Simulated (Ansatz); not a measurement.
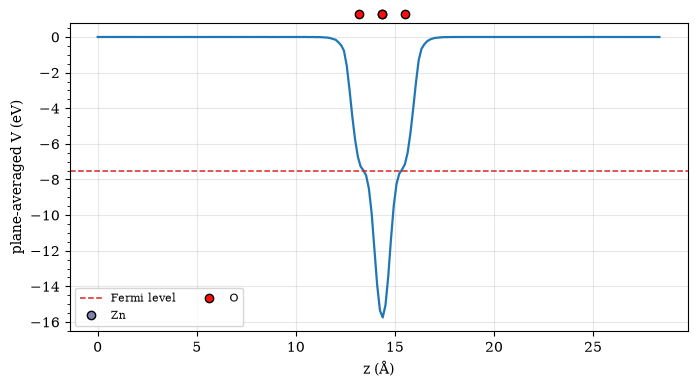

ZnO₃. Plane average of the electrostatic potential energy of an electron across the slab. Circles mark the heights of the atoms.

A structure generated by program, which may or may not match a known phase; spin-polarised.

Method: DFT PBE, scalar-relativistic, plane waves, PAW (Ansatz).

> Read off the work function of this surface.

The potential is flat in the vacuum, 7.54 eV above the Fermi level; this is the work function, the same on both faces.

> What are the slab's thickness and the vacuum gap?

The outermost nuclei are 2.3 Å apart, in 3 atomic planes; the vacuum between periodic images is 26.2 Å wide.
